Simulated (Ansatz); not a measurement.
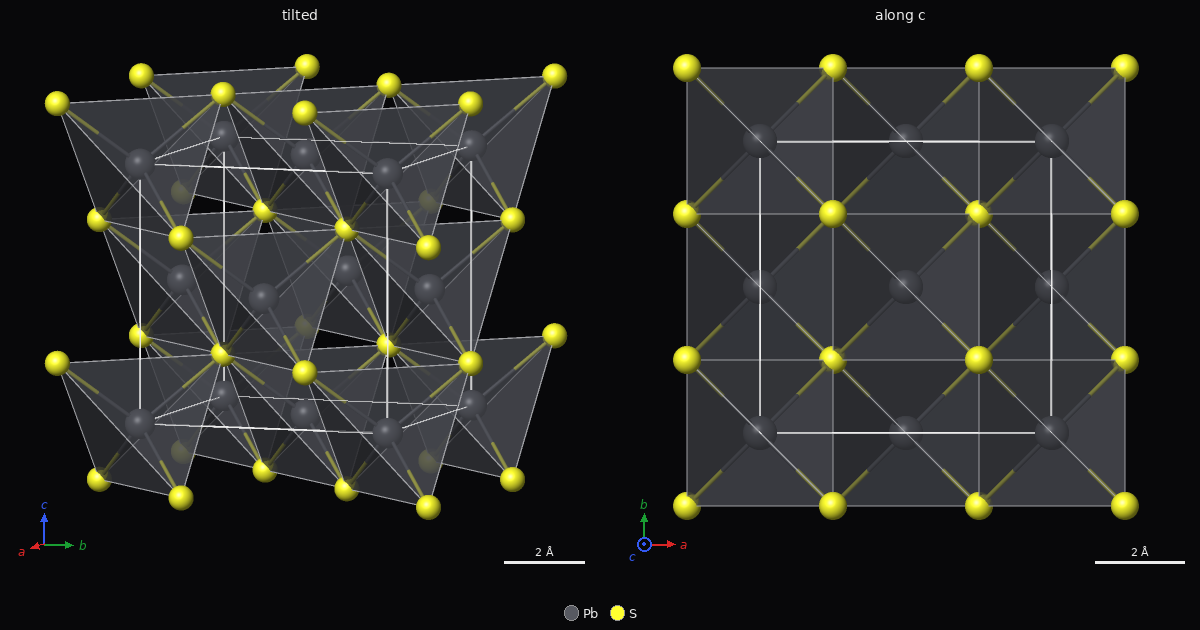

We look at a polyhedral model of the crystal slightly off an axis and along the c axis. The edges of the conventional unit cell are marked. Some atoms of the next cells are drawn as well.

PbS, zinc blende (sphalerite type), space group F-43m (No. 216), a = 6.602 Å, b = 6.602 Å, c = 6.602 Å, α = 90.00°, β = 90.00°, γ = 90.00°. Starting structure: a structure type filled with these elements by a generator (whether the compound takes this form wasn't checked). Earlier steps of the study may have refined or changed the cell and positions. Ansatz was used for an electronic-structure calculation on it.

This one geometry was computed with Ansatz (DFT, plane waves, PAW) at three levels of theory: r2SCAN, HSE06 and PBE. It was relaxed beforehand with r2SCAN.

How does the band gap change with the level of theory?

PBE: a gap of 0.80 eV, indirect; r2SCAN: a gap of 0.95 eV, indirect; HSE06: a gap of 1.29 eV, indirect.

Collect the results in a table.

| level | cutoff (eV) | k-mesh of the run's cell | gap (eV) | pressure (GPa) |
| --- | --- | --- | --- | --- |
| r2SCAN | 500 | 6×6×6 | 0.95 | 0.0 |
| HSE06 | 420 | 4×4×4 | 1.29 | 0.1 |
| PBE | 420 | 6×6×6 | 0.80 | 0.8 |

Gaps are taken on the k-mesh or band path of each run.
